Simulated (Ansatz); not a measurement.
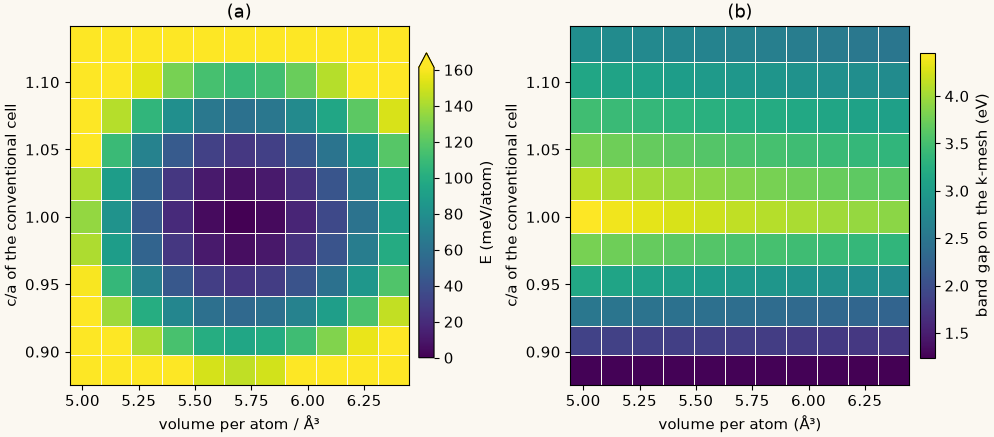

C (Fd-3m, No. 227; 2 atoms in the cell). 
- The energy is mapped over volume and the cell's shape.
- First axis: volume per atom. Second axis: c/a of the conventional cell.
- Nothing is relaxed (symmetry fixes all fractional coordinates).
- The grid has 11 × 11 points.
- Points are written as (first, second).
- Energies: meV/atom, counted from the lowest grid point.
- Theory: Ansatz, DFT PBE, scalar-relativistic, plane waves, PAW. Settings: cutoff 520 eV, k-mesh 12×12×12, gaussian smearing 0.05 eV, no spin polarisation.

Panel (a) is the energy and panel (b) the computed band gap on the k-mesh on the same grid.

The picture shows one coloured cell a grid point, one colour for all values above the top of the scale.

**How does the band gap on the k-mesh vary over the map, and what is it at the lowest grid point?**

It runs from 1.24 eV at (6.379 Å³, 0.886) to 4.46 eV at (5.012 Å³, 1.000). At the lowest grid point, (5.695 Å³, 1.000), it is 4.15 eV.

PAW datasets: the set soft_1.
